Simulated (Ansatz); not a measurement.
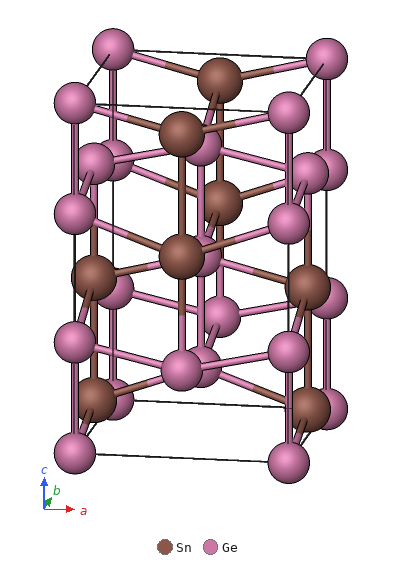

Ball-and-stick representation of a periodic structure, projected slightly off an axis. The wireframe shows the conventional unit cell. Cell: a = 5.44 Å, b = 5.44 Å, c = 9.06 Å, α = 90.00°, β = 90.00°, γ = 90.00°.

Origin of the cell: a structure type filled with these elements by a generator (whether the compound takes this form wasn't checked). Earlier steps of the study may have refined or changed the cell and positions. A calculation with Ansatz used it as input.

**Notes on the structure:**

It has the composition SnGe2. It is body-centred tetragonal, space group I-4m2 (No. 119). Counting shared atoms by their share gives 4 Sn, 8 Ge, or 12 atoms. With all contacts inside bonding distance counted, the coordination numbers are Sn 6 and Ge 5 to 6 (mean 5.5).

Run with DFT PBE, scalar-relativistic, plane waves, PAW (Ansatz 0.2.0) and these settings: a basis cut at 420 eV, k-points about 0.16 Å⁻¹ apart, Gaussian smearing of 0.1 eV, no spin polarisation.

**What is the band gap, if any?**

A metal: bands cross the Fermi level.

**How charged are the atoms, by the Bader scheme?**

Sn +0.27 e; Ge -0.22 to -0.08 e.

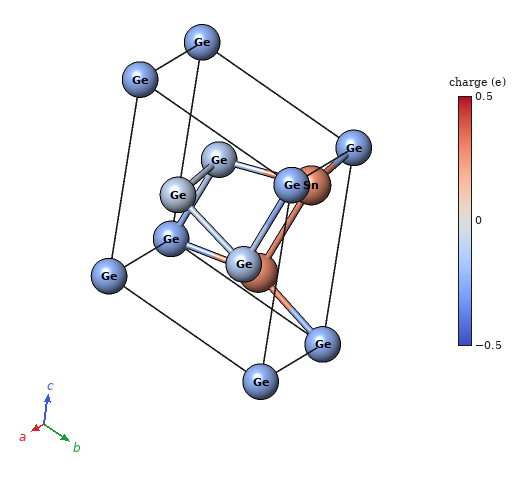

The atoms coloured by those charges. The run's cell of 6 atoms is drawn in a reduced setting, so axes and origin can differ from the first picture.

**Does the calculation find this structure at rest?**

Yes. All forces vanish to within 0.01 eV/Å. The pressure is 0.0 GPa, close to zero.
